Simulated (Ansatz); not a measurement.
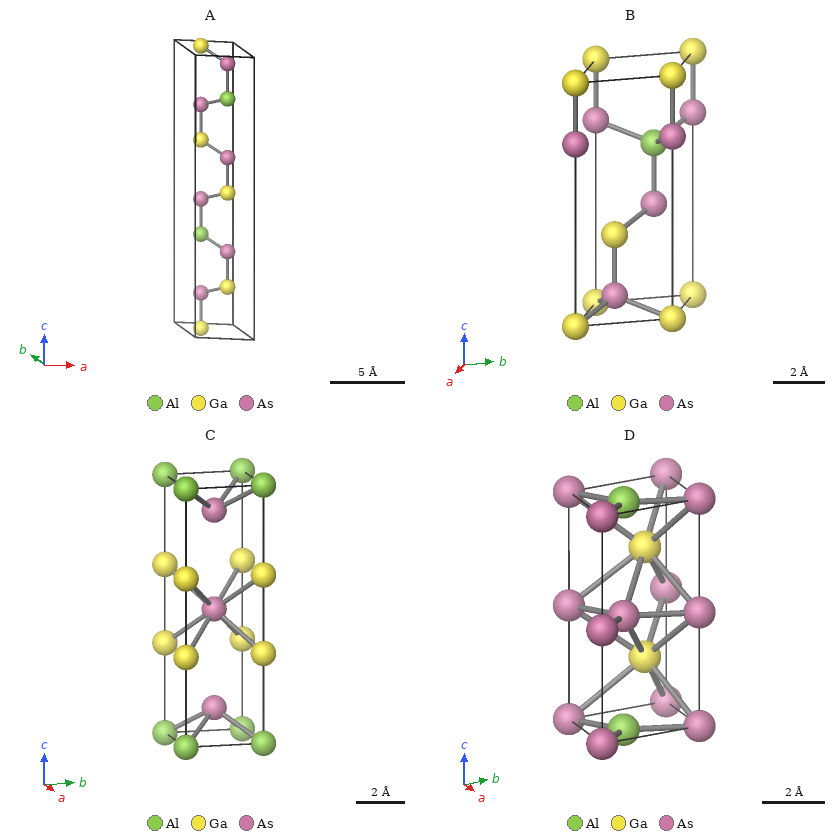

Four structures of AlGa2As3, each relaxed to rest (conventional cells in solid outline, small ones repeated, each panel with its own scale). Method: DFT PBE, scalar-relativistic, plane waves, PAW in Ansatz 0.2.0, without spin polarisation.

What are the structures shown?

A: 12 atoms a cell on a primitive hexagonal lattice, P6_3mc; B: 6 atoms a cell on a primitive hexagonal lattice, P3m1; C: 6 atoms a cell on a primitive tetragonal lattice, P4/mmm; D: 6 atoms a cell on a primitive hexagonal lattice, P-6m2.

Which of these is lowest in energy, and how far above it do the others lie?

B, then A (+9 meV/atom), C (+523 meV/atom) and D (+605 meV/atom), energies at zero smearing.

Collect the results in a table.

| panel | structure | E − E(lowest) (meV/atom) | volume (Å³/atom) | gap (eV) |
| --- | --- | --- | --- | --- |
| B | P3m1 | 0 | 23.6 | 0.53 |
| A | P6_3mc | 9 | 23.6 | 0.52 |
| C | P4/mmm | 523 | 20.9 | metal |
| D | P-6m2 | 605 | 21.6 | metal |

Some of these may be structure types tried for this composition rather than known phases, and the most stable form need not be among them. Gaps are taken on the k-mesh or band path of each run.
